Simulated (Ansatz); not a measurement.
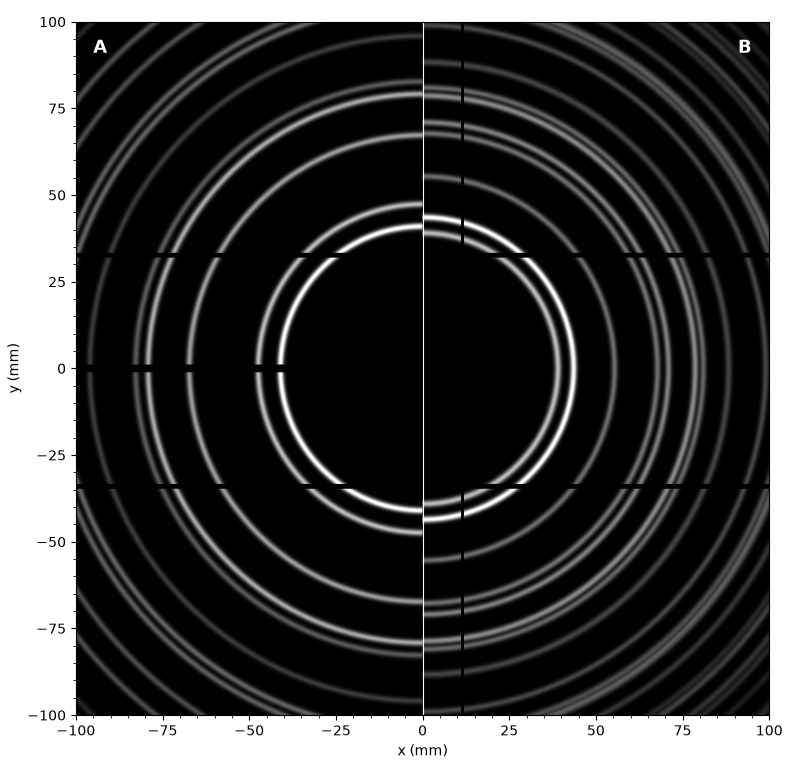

Simulated X-ray powder rings on a flat area detector normal to the beam: λ = 0.2066 Å, sample-to-detector distance 450 mm, axes in mm from the beam centre, for a fine-grained powder without texture. Kinematic intensities with B = 0.8 Å² for all atoms, without absorption; brightness goes as intensity to the power 0.5, clipped at the top. Reflections closer than the ring width show as one ring. The left and right halves show two different samples, each scaled to its strongest ring.

Structure 1:
```cif
data_structure
_symmetry_space_group_name_H-M 'P 1'
_symmetry_Int_Tables_number 1
_cell_length_a 2.7668
_cell_length_b 2.7668
_cell_length_c 4.7569
_cell_angle_alpha 90.000
_cell_angle_beta 90.000
_cell_angle_gamma 120.000
_cell_volume 31.54
loop_
_atom_site_label
_atom_site_type_symbol
_atom_site_fract_x
_atom_site_fract_y
_atom_site_fract_z
_atom_site_occupancy
Pt1 Pt 0.33333 0.66667 0.25000 1
Pt2 Pt 0.66667 0.33333 0.75000 1
```

Structure 2:
```
CELL_PARAMETERS angstrom
3.94115 0.00000 0.00000
0.00000 3.94115 0.00000
0.00000 0.00000 3.94115
ATOMIC_POSITIONS crystal
Pt 0.00000 0.00000 0.00000
Pt 0.00000 0.50000 0.50000
Pt 0.50000 0.00000 0.50000
Pt 0.50000 0.50000 0.00000
```

Origins: 1, the end point of a relaxation with Ansatz, DFT, PBE, plane waves (420 eV) with PAW, scalar-relativistic; the starting structure was generated, so it need not be a known form of this composition; 2, the input geometry of an electronic-structure calculation (not necessarily at equilibrium).

> Which structure gives which half?

Half A is structure 2 (Pt): 111 at 41.0 mm (d = 2.28 Å), 200 at 47.4 mm (d = 1.971 Å), 220 at 67.3 mm (d = 1.393 Å), 311 at 79.1 mm (d = 1.188 Å).
Half B is structure 1 (Pt): 100 + 002 at 39.1 mm (d = 2.40 + 2.38 Å), 101 at 43.6 mm (d = 2.14 Å), 102 at 55.4 mm (d = 1.688 Å), 110 at 67.8 mm (d = 1.383 Å).
